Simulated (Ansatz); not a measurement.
## Geometry relaxation, with input and output: WSe (part 2 of 3)

Continued. System: WSe (Fm-3m, 4 atoms in the cell). Method: DFT r2SCAN+U, scalar-relativistic, plane waves, PAW, Ueff = 6.2 eV on W d, spin-polarised (Ansatz 0.2.0); cutoff 500 eV, 12×12×6 k-mesh, Gaussian smearing of 0.1 eV, collinear spins. The structure was built on a prototype by a generator; it need not be a known phase. It belongs to a series of runs on one base structure; here: antiferromagnetic, doubled cell, propagation vector (0, 1/2, 1/2).

Geometry of the input (Å; fractional positions):
```
0.0000  2.8530  2.8530
5.7060  2.8530  2.8530
5.7060  5.7060  0.0000
W  0.0000  1.0000  1.0000
Se 0.5000  0.5000  0.0000
W  -0.0000  1.0000  0.5000
Se 0.5000  0.5000  0.5000
```

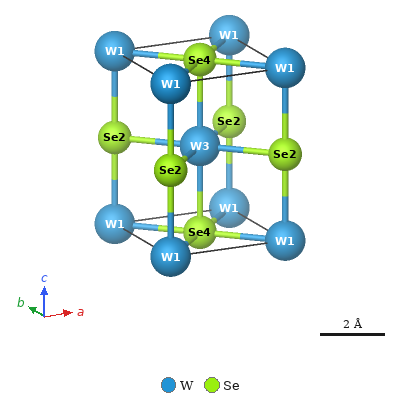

Figure 1. The geometry at step 1 of the log (ball-and-stick view of the reduced cell, seen at an oblique angle; atoms are numbered from 1 in the order of the input).

### Log, continued
```
SCF iter   1: F=—  HF=-31740.345215 eV  |F-HF|=—  |Δ(HF+E_count)|=         —  Δρ=9.45e-4 (↑9.45e-4 ↓9.45e-4)  dr2=8.10e-4  dr2_τ=3.12e-3  dr2_m=6.23e-4  M=0.000 μB ∫|m|=8.669 μB  β_m=0.30  ethr=1.50e-6  ⟨swp⟩=2.2  Hψ=18289  notcnv=0
preconditioner: auto → Kerker (q_TF=auto, 2.542 Å⁻¹)  [metal: Δε(μ)=0.099 eV  Ē_g=10.024 eV  σ=0.100 eV  W_gap=0.45  n_scr=28 (ndim 8)  ℏωp=19.0 eV  f_vac=0.000  D(μ)=1.08/eV (n_scr^D=2)]
spin=Collinear: Kerker preconditioning applied to the charge; magnetization (m = ρ↑ − ρ↓) channel mixes plain (no charge-response kernel on spin).
SCF iter   2: F=—  HF=-31740.360057 eV  |F-HF|=—  |Δ(HF+E_count)|=   1.48e-2  Δρ=6.04e-4 (↑6.04e-4 ↓6.04e-4)  dr2=3.80e-4  dr2_τ=2.69e-5  dr2_m=2.45e-4  M=0.000 μB ∫|m|=8.679 μB  β_m=0.30  ethr=1.35e-6  ⟨swp⟩=2.2  Hψ=7275  notcnv=0  κ⁻¹=1.0e0(r=1)
SCF iter   3: F=—  HF=-31740.360697 eV  |F-HF|=—  |Δ(HF+E_count)|=   6.39e-4  Δρ=4.17e-4 (↑4.17e-4 ↓4.17e-4)  dr2=2.02e-4  dr2_τ=1.21e-5  dr2_m=1.14e-4  M=0.000 μB ∫|m|=8.678 μB  β_m=0.30  ethr=6.33e-7  ⟨swp⟩=2.1  Hψ=4999  notcnv=0  κ⁻¹=2.3e-2(r=2)
SCF iter   4: F=—  HF=-31740.361173 eV  |F-HF|=—  |Δ(HF+E_count)|=   4.76e-4  Δρ=1.27e-4 (↑1.27e-4 ↓1.27e-4)  dr2=3.06e-5  dr2_τ=3.28e-7  dr2_m=7.40e-6  M=0.000 μB ∫|m|=8.675 μB  β_m=0.30  ethr=3.37e-7  ⟨swp⟩=2.0  Hψ=5618  notcnv=0  κ⁻¹=1.6e-3(r=3)
SCF iter   5: F=—  HF=-31740.361184 eV  |F-HF|=—  |Δ(HF+E_count)|=   1.15e-5  Δρ=8.87e-5 (↑8.87e-5 ↓8.87e-5)  dr2=1.64e-5  dr2_τ=2.13e-7  dr2_m=3.17e-6  M=0.000 μB ∫|m|=8.675 μB  β_m=0.30  ethr=5.09e-8  ⟨swp⟩=2.5  Hψ=5193  notcnv=0  κ⁻¹=6.3e-4(r=4)
SCF iter   6: F=—  HF=-31740.361200 eV  |F-HF|=—  |Δ(HF+E_count)|=   1.61e-5  Δρ=3.24e-5 (↑3.24e-5 ↓3.24e-5)  dr2=1.52e-6  dr2_τ=2.53e-8  dr2_m=4.98e-7  M=0.000 μB ∫|m|=8.675 μB  β_m=0.30  ethr=2.73e-8  ⟨swp⟩=2.0  Hψ=6815  notcnv=0  κ⁻¹=1.9e-5(r=5)
SCF iter   7: F=—  HF=-31740.361202 eV  |F-HF|=—  |Δ(HF+E_count)|=   1.60e-6  Δρ=1.75e-5 (↑1.75e-5 ↓1.75e-5)  dr2=3.68e-7  dr2_τ=8.02e-9  dr2_m=1.32e-7  M=0.000 μB ∫|m|=8.675 μB  β_m=0.30  ethr=6.67e-10  ⟨swp⟩=2.8  Hψ=14256  notcnv=0  κ⁻¹=8.0e-6(r=6)
SCF iter   8: F=-31740.361203 eV  HF=-31740.361203 eV  |F-HF|=9.29e-8  |Δ(HF+E_count)|=   9.96e-7  Δρ=8.71e-6 (↑8.71e-6 ↓8.71e-6)  dr2=9.83e-8  dr2_τ=7.83e-10  dr2_m=2.78e-8  M=0.000 μB ∫|m|=8.675 μB  ethr=6.13e-10  ⟨swp⟩=5.1  Hψ=13824  notcnv=0
SCF 3 converged in 8 iterations: F = -31740.361203 eV  dr2 = 9.83e-8
relax step   3: F+E_penalty+E_count = -31740.36120284 eV  Δ(F+E_penalty+E_count) = -7.253e-3 eV  max|allowed force component| = 1.195e-28 eV/Å  Δτ_max = 0.0000 Å  P = -0.052 GPa  Ω = 91.721 Å³  energy of the carried Pulay correction = +3.377e-4 eV  (8 SCF iters, dr2 threshold 4.00e-7 eV, accepted)
Crystal: 4 atoms, lattice volume = 91.665 Å³
iter 1 solved again at ethr=2.50e-9 eV; its pass at ethr=3.10e-3 eV (dr2=1.50e-6 eV) is discarded
SCF iter   1: F=—  HF=-31740.361207 eV  |F-HF|=—  |Δ(HF+E_count)|=         —  Δρ=5.12e-5 (↑5.12e-5 ↓5.12e-5)  dr2=2.72e-6  dr2_τ=7.11e-6  dr2_m=1.64e-6  M=0.000 μB ∫|m|=8.674 μB  β_m=0.30  ethr=2.50e-9  ⟨swp⟩=3.0  Hψ=18104  notcnv=0
preconditioner: auto → Kerker (q_TF=auto, 2.542 Å⁻¹)  [metal: Δε(μ)=0.087 eV  Ē_g=10.029 eV  σ=0.100 eV  W_gap=0.41  n_scr=28 (ndim 8)  ℏωp=19.0 eV  f_vac=0.000  D(μ)=1.07/eV (n_scr^D=2)]
spin=Collinear: Kerker preconditioning applied to the charge; magnetization (m = ρ↑ − ρ↓) channel mixes plain (no charge-response kernel on spin).
SCF iter   2: F=—  HF=-31740.361239 eV  |F-HF|=—  |Δ(HF+E_count)|=   3.26e-5  Δρ=3.19e-5 (↑3.19e-5 ↓3.19e-5)  dr2=1.05e-6  dr2_τ=6.03e-8  dr2_m=6.27e-7  M=0.000 μB ∫|m|=8.673 μB  β_m=0.30  ethr=2.50e-9  ⟨swp⟩=2.7  Hψ=7010  notcnv=0  κ⁻¹=1.0e0(r=1)
SCF iter   3: F=—  HF=-31740.361241 eV  |F-HF|=—  |Δ(HF+E_count)|=   1.71e-6  Δρ=2.11e-5 (↑2.11e-5 ↓2.11e-5)  dr2=5.50e-7  dr2_τ=2.15e-8  dr2_m=2.58e-7  M=0.000 μB ∫|m|=8.673 μB  β_m=0.30  ethr=1.75e-9  ⟨swp⟩=2.3  Hψ=5400  notcnv=0  κ⁻¹=2.8e-2(r=2)
SCF iter   4: F=—  HF=-31740.361242 eV  |F-HF|=—  |Δ(HF+E_count)|=   1.07e-6  Δρ=5.79e-6 (↑5.79e-6 ↓5.79e-6)  dr2=7.74e-8  dr2_τ=6.33e-10  dr2_m=1.26e-8  M=0.000 μB ∫|m|=8.674 μB  β_m=0.30  ethr=9.17e-10  ⟨swp⟩=2.0  Hψ=6266  notcnv=0  κ⁻¹=1.6e-3(r=3)
SCF iter   5: F=—  HF=-31740.361242 eV  |F-HF|=—  |Δ(HF+E_count)|=   4.92e-9  Δρ=4.26e-6 (↑4.26e-6 ↓4.26e-6)  dr2=3.77e-8  dr2_τ=7.28e-10  dr2_m=7.36e-9  M=0.000 μB ∫|m|=8.674 μB  β_m=0.30  ethr=1.29e-10  ⟨swp⟩=2.7  Hψ=6387  notcnv=0  κ⁻¹=6.2e-4(r=4)
SCF iter   6: F=-31740.361242 eV  HF=-31740.361242 eV  |F-HF|=2.57e-9  |Δ(HF+E_count)|=   3.06e-8  Δρ=1.30e-6 (↑1.30e-6 ↓1.30e-6)  dr2=3.01e-9  dr2_τ=6.39e-11  dr2_m=7.50e-10  M=0.000 μB ∫|m|=8.674 μB  ethr=3.37e-11  ⟨swp⟩=4.0  Hψ=11399  notcnv=0
SCF 4 converged in 6 iterations: F = -31740.361242 eV  dr2 = 3.01e-9
relax step   4: F+E_penalty+E_count = -31740.36124196 eV  Δ(F+E_penalty+E_count) = -3.912e-5 eV  max|allowed force component| = 5.995e-29 eV/Å  Δτ_max = 0.0000 Å  P = -0.001 GPa  Ω = 91.665 Å³  energy of the carried Pulay correction = +3.542e-4 eV  (6 SCF iters, dr2 threshold 2.02e-8 eV, accepted)
Initial wavefunctions: pseudopotential atomic-orbital guess (no wavefunctions were taken with the density)
iter 1 solved again at ethr=1.91e-8 eV; its pass at ethr=3.10e-3 eV (dr2=1.14e-5 eV) is discarded
SCF iter   1: F=—  HF=-31740.360939 eV  |F-HF|=—  |Δ(HF+E_count)|=         —  Δρ=1.71e-5 (↑1.71e-5 ↓1.71e-5)  dr2=1.09e-7  dr2_τ=3.43e-7  dr2_m=1.22e-8  M=0.000 μB ∫|m|=8.674 μB  β_m=0.30  ethr=1.91e-8  ⟨swp⟩=3.9  Hψ=23772  notcnv=0
spin=Collinear: Kerker preconditioning applied to the charge; magnetization (m = ρ↑ − ρ↓) channel mixes plain (no charge-response kernel on spin).
SCF iter   2: F=—  HF=-31740.360897 eV  |F-HF|=—  |Δ(HF+E_count)|=   4.18e-5  Δρ=1.22e-5 (↑1.22e-5 ↓1.22e-5)  dr2=5.65e-8  dr2_τ=2.41e-8  dr2_m=6.02e-9  M=0.000 μB ∫|m|=8.674 μB  β_m=0.30  ethr=1.82e-10  ⟨swp⟩=2.0  Hψ=5616  notcnv=0  κ⁻¹=1.0e0(r=1)
SCF iter   3: F=—  HF=-31740.360897 eV  |F-HF|=—  |Δ(HF+E_count)|=   2.93e-7  Δρ=4.89e-6 (↑4.89e-6 ↓4.89e-6)  dr2=9.79e-9  dr2_τ=3.71e-9  dr2_m=8.40e-10  M=0.000 μB ∫|m|=8.674 μB  β_m=0.30  ethr=9.42e-11  ⟨swp⟩=2.8  Hψ=6433  notcnv=0  κ⁻¹=9.7e-2(r=2)
SCF iter   4: F=—  HF=-31740.360897 eV  |F-HF|=—  |Δ(HF+E_count)|=   4.72e-8  Δρ=4.75e-7 (↑4.75e-7 ↓4.75e-7)  dr2=5.48e-10  dr2_τ=2.32e-11  dr2_m=2.83e-11  M=0.000 μB ∫|m|=8.674 μB  β_m=0.30  ethr=1.63e-11  ⟨swp⟩=2.0  Hψ=5613  notcnv=0  κ⁻¹=4.5e-4(r=3)
SCF iter   5: F=—  HF=-31740.360897 eV  |F-HF|=—  |Δ(HF+E_count)|=  4.98e-10  Δρ=2.90e-7 (↑2.90e-7 ↓2.90e-7)  dr2=2.56e-10  dr2_τ=5.39e-12  dr2_m=1.16e-11  M=0.000 μB ∫|m|=8.674 μB  β_m=0.30  ethr=1.00e-12  ⟨swp⟩=2.0  Hψ=6590  notcnv=0  κ⁻¹=1.3e-4(r=4)
SCF iter   6: F=—  HF=-31740.360897 eV  |F-HF|=—  |Δ(HF+E_count)|=  3.27e-10  Δρ=1.29e-7 (↑1.29e-7 ↓1.29e-7)  dr2=5.13e-11  dr2_τ=1.16e-12  dr2_m=2.64e-12  M=0.000 μB ∫|m|=8.674 μB  β_m=0.30  ethr=1.00e-12  ⟨swp⟩=3.0  Hψ=6986  notcnv=0  κ⁻¹=2.5e-5(r=5)
SCF iter   7: F=-31740.360897 eV  HF=-31740.360897 eV  |F-HF|=6.18e-11  |Δ(HF+E_count)|=  3.64e-11  Δρ=9.85e-8 (↑9.85e-8 ↓9.85e-8)  dr2=6.17e-12  dr2_τ=1.62e-12  dr2_m=2.10e-12  M=0.000 μB ∫|m|=8.674 μB  ethr=1.00e-12  ⟨swp⟩=4.0  Hψ=11391  notcnv=0
SCF 5 converged in 7 iterations: F = -31740.360897 eV  dr2 = 6.17e-12
relax step   5: F+E_penalty+E_count = -31740.36089731 eV  Δ(F+E_penalty+E_count) = +3.447e-4 eV  max|allowed force component| = 3.787e-29 eV/Å  Δτ_max = 0.0000 Å  P = -0.002 GPa  Ω = 91.665 Å³  stress off target by 7.39e-3 GPa  SCF on the basis re-selected at this cell (its energy is not comparable with the rows above)  (7 SCF iters)
```

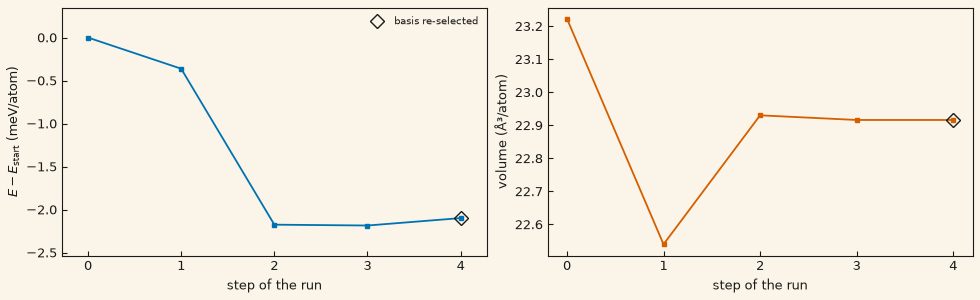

Figure 2. Progress of the relaxation, step by step (the first geometry is step 0 here and step 1 in the log).

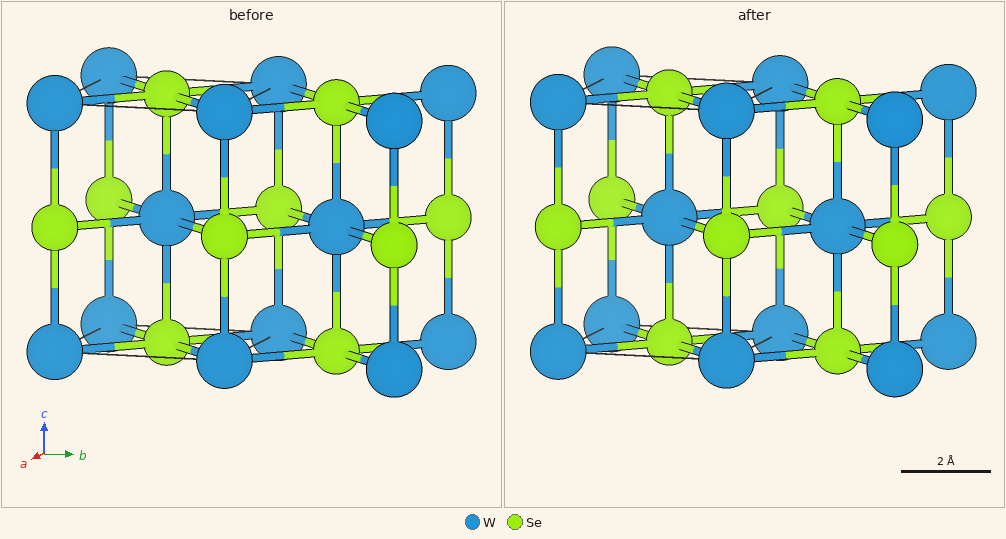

Figure 3. Before (left) and after (right) the relaxation, at one scale (ball-and-stick view of the reduced cell, repeated 1 × 2 × 1, seen slightly off an axis). The energy falls by 2.2 meV per atom in 3 geometry steps. All forces vanish by symmetry, so only the cell relaxes. The pressure goes from −1.03 to 0.00 GPa. No atom moves by more than 0.005 Å relative to the cell. Cell: a = b 4.035 → 4.001 Å (−0.8 %), c 5.706 → 5.726 Å (+0.3 %). Volume −1.3 %. Among the contacts that change: Se2–W3 2.853 → 2.829 Å, W1–Se2 2.853 → 2.863 Å. The space group (tolerance 0.01 Å) goes from Fm-3m (No. 225) to I4/mmm (No. 139). A last SCF at the same geometry on a re-selected plane-wave basis shifts the energy by +0.1 meV per atom. (Atoms are counted from 1 in the order of the input.)

```
basis re-selected at this cell: Δ(F+E_penalty+E_count) = +3.447e-4 eV, ΔP = -0.002 GPa vs the last step (what re-selecting the basis moved, of the pressure what is left beyond the Pulay correction that the steps carried, after the strain that the cell walked since its last selection, with what the two solves' SCF thresholds leave and, on support functions, any second-order correction that the steps lacked; it is no measure of the basis error at this ecutwfc). This SCF's stress stands 7.39e-3 GPa from its target on what of the cell is left free (relax.cell.stress_tol is 5.00e-2 GPa) and its largest allowed force component is 3.79e-29 eV/Å (relax.f_tol is 1.00e-2 eV/Å): within both
SCF converged after 7 iterations
Stability not checked: this state was not tested for a lower state beside it, because the mixer in use, unlike msr1, does not test its closes by its own steps (another_mixer; see scf.mixing.algorithm and scf.lower_state_search)
Magnetization: 0.0000 μB (30.0000 up, 30.0000 down)
Absolute magnetization: 8.6741 μB (∫|ρ↑−ρ↓|, with the PAW one-centre terms)
Spin contamination: 4.2499 ħ² per cell (⟨S²⟩ above its minimum at these occupations)
Per-site moments (μB) at R_I (Å): [(3.1261229982435124, 1.1670675034796016), (0.07204499171740514, 1.1670675034796014), (-3.1261229982435115, 1.1670675034796014), (-0.07204499171740535, 1.1670675034796016)]
Free energy (F): -31740.360897 eV
Harris-Foulkes:  -31740.360897 eV  (|F-HF|=6.18e-11)
Internal energy: -31740.355543 eV  (E = F + TS)
E sigma→0 (E₀):  -31740.358220 eV
Entropy (-TS):   -0.005355 eV (-1.339 meV/atom)
Fermi energy:    12.339972 eV
--- Per-component energies (eV) ---
  E_band       = -1146.247045
  E_kinetic    = 1143.501821
  E_local      = -6424.765768  (includes V_loc(G=0)·N_el)
  E_nonlocal   = -1176.076066
  E_hartree    = 2941.705615
  E_xc         = -692.235730
  E_vxc        = -731.159029  (∫ρ·V_xc dr)
  E_hubbard    = 4.583888  (on-site DFT+U / exact-exchange correction)
  E_vhub       = -20.077075  (the Hubbard potential's part of the band-sum identity)
  E_paw        = -21042.199262  (= ΣΔE_a)
  E_vpaw       = 139.643240  (= ΣTr[D̂ρ^β])
  E_aug_tail   = -0.000516  (compensation charges beyond the density's cutoff)
  E_vtau       = 39.275185  (kinetic-family band-sum trace: ∫τ·v_τ [+ j·A + Jᵃ·Aᵃ] dr)
  E_ewald      = -6490.164086
  E_core_change = -4.705438  (= ΣΔE_core)
  E_smearing   = -0.005355  (= −TS)
  E_closure    = -0.000000  (closes the sum)
  Σ components = -31740.360897   (vs F -31740.360897, Δ=0.00e0)
--- Forces (eV/Å), atoms counted from 1 ---
  atom   1  W     -0.00000000    -0.00000000     0.00000000
  atom   2  Se    -0.00000000    -0.00000000     0.00000000
  atom   3  W      0.00000000     0.00000000    -0.00000000
  atom   4  Se     0.00000000     0.00000000    -0.00000000
  max |Σ_I F_I| component: 1.37e-28 eV/Å
--- Stress (GPa, compression-positive) ---
       -0.007389      -0.000000       0.000000
       -0.000000       0.000202      -0.000000
        0.000000      -0.000000       0.000202
  P = ⅓ Tr σ = -0.0023 GPa (-0.023 kbar)
--- Band table (eV; the first three rows and the last of 200) ---
  k-point 0 ↑: bands = ["-63.8448", "-62.0885", "-36.7276", "-36.7264", "-36.7122", "-36.6974", "-36.6974", "-36.6915", "-36.6915", "-36.6883", "-36.6777", "-36.6669", "-27.8955", "-27.8955", "-27.8608", "-25.3620", "-25.3620", "-25.2072", "-2.6606", "-1.7614", "6.5515", "7.0403", "8.0202", "8.0202", "9.0079", "9.0079", "10.1976", "10.2302", "10.2302", "10.2917", "10.3589", "11.9869", "14.3623", "15.3212", "16.1397", "17.1786", "17.6418", "17.6418"]
  k-point 1 ↑: bands = ["-63.8447", "-62.0886", "-36.7279", "-36.7265", "-36.7122", "-36.6973", "-36.6973", "-36.6916", "-36.6915", "-36.6884", "-36.6777", "-36.6667", "-27.9001", "-27.8946", "-27.8602", "-25.3660", "-25.3612", "-25.2073", "-2.5036", "-1.6900", "6.3978", "6.7585", "8.0512", "8.2445", "8.3926", "8.4054", "8.9191", "9.4334", "10.3950", "10.4338", "12.0811", "13.5932", "15.0806", "15.9978", "16.6948", "17.4043", "17.5289", "17.6214"]
  k-point 2 ↑: bands = ["-63.8452", "-62.0881", "-36.7285", "-36.7267", "-36.7122", "-36.6973", "-36.6972", "-36.6917", "-36.6916", "-36.6885", "-36.6778", "-36.6662", "-27.9083", "-27.8929", "-27.8589", "-25.3746", "-25.3595", "-25.2074", "-2.1316", "-1.5679", "5.6163", "6.3748", "7.4581", "7.5896", "8.1143", "8.5170", "8.6591", "9.1042", "10.5039", "10.6130", "14.2079", "15.5619", "16.1416", "16.8599", "17.3675", "17.5709", "18.1350", "18.4970"]
  k-point 99 ↓: bands = ["-63.8436", "-62.0883", "-36.7283", "-36.7265", "-36.7120", "-36.6975", "-36.6975", "-36.6915", "-36.6915", "-36.6881", "-36.6775", "-36.6657", "-27.9103", "-27.9103", "-27.8584", "-25.3758", "-25.3758", "-25.2052", "-1.7141", "-1.6160", "7.0333", "7.0333", "7.2858", "7.2858", "8.8708", "8.9362", "8.9362", "9.0123", "9.0636", "10.1856", "11.7139", "11.9559", "14.4551", "16.8191", "16.8191", "17.1533", "17.6498", "18.9212"]
Occupation matrices written to [file]
--- Relaxed structure (4 steps of the walk, 4 accepted, 1 SCFs on fresh bases) ---
  F+E_penalty+E_count = -31740.36089731 eV   max|allowed force component| = 3.787e-29 eV/Å   (the final SCF, on the basis selected at the relaxed cell)
  cell:  # Å, volume = 91.6645 Å³
    - [-1.5609771543871082e-16, 2.829254553865152, 2.8292545539147356]
    - [5.72568087888957, 2.8292545538651517, 2.8292545539147356]
    - [5.725680878889569, 5.658509107779889, 4.9583684299328454e-11]
  atoms:
    - { symbol: W, position: [3.3306690738754696e-16, 0.9999999999999998, 0.9999999999999997] }
    - { symbol: Se, position: [0.5000000000000002, 0.5, -1.1102230246251565e-16] }
    - { symbol: W, position: [3.3306690738754696e-16, 0.9999999999999998, 0.49999999999999956] }
    - { symbol: Se, position: [0.5000000000000002, 0.5, 0.4999999999999999] }
--- Löwdin populations: 4 sites ---
  site symbol       q [e]    m [muB]
     0      W     13.3668     4.2484
     1     Se     16.5418     0.1347
     2      W     13.3668    -4.2484
     3     Se     16.5418    -0.1347
  spilling = 0.003048 (of n_electrons = 60.000000)
```

### File populations.tsv
```
# site	symbol	l	j	q_up	q_dn
# orbitals = lowdin
# n_electrons = 60.000000
# spilling = 0.003048
# projection_atom_W: [Kr 4d10 4f14] 5s2 5p6 5d4 6s2
# projection_atom_Se: [Ar] 3d10 4s2 4p4
0	W	0_5S	-	0.996719	0.996633
0	W	0_6S	-	0.429641	0.229560
0	W	1_5P	-	2.997687	2.998564
0	W	2_5D	-	4.383546	0.334435
1	Se	0_4S	-	0.915405	0.919076
1	Se	1_4P	-	2.422990	2.284532
1	Se	2_3D	-	4.999865	4.999908
2	W	0_5S	-	0.996633	0.996719
2	W	0_6S	-	0.229560	0.429641
2	W	1_5P	-	2.998564	2.997687
2	W	2_5D	-	0.334435	4.383546
3	Se	0_4S	-	0.919076	0.915405
3	Se	1_4P	-	2.284532	2.422990
3	Se	2_3D	-	4.999908	4.999865
```

### Trajectory as extended XYZ (Å, eV, eV/Å), 5 frames, from step=1 to step=5
```
4
Lattice="0.0000 2.8530 2.8530 5.7060 2.8530 2.8530 5.7060 5.7060 0.0000" Properties=species:S:1:pos:R:3:forces:R:3 step=1 energy=-31740.35250 pressure_GPa=-1.03
W    11.4120    8.5590    2.8530    0.0000   0.0000   0.0000
Se    2.8530    2.8530    2.8530    0.0000   0.0000   0.0000
W     8.5590    5.7060    2.8530    0.0000   0.0000   0.0000
Se    5.7060    5.7060    2.8530    0.0000   0.0000   0.0000
4
Lattice="0.0000 2.8079 2.8079 5.7176 2.8079 2.8079 5.7176 5.6158 0.0000" Properties=species:S:1:pos:R:3:forces:R:3 step=2 energy=-31740.35395 pressure_GPa=1.37
W    11.4352    8.4237    2.8079    0.0000   0.0000   0.0000
Se    2.8588    2.8079    2.8079    0.0000   0.0000   0.0000
W     8.5764    5.6158    2.8079    0.0000   0.0000   0.0000
Se    5.7176    5.6158    2.8079    0.0000   0.0000   0.0000
4
Lattice="0.0000 2.8305 2.8305 5.7242 2.8305 2.8305 5.7242 5.6610 0.0000" Properties=species:S:1:pos:R:3:forces:R:3 step=3 energy=-31740.36120 pressure_GPa=-0.05
W    11.4484    8.4915    2.8305    0.0000   0.0000   0.0000
Se    2.8621    2.8305    2.8305    0.0000   0.0000   0.0000
W     8.5863    5.6610    2.8305    0.0000   0.0000   0.0000
Se    5.7242    5.6610    2.8305    0.0000   0.0000   0.0000
```
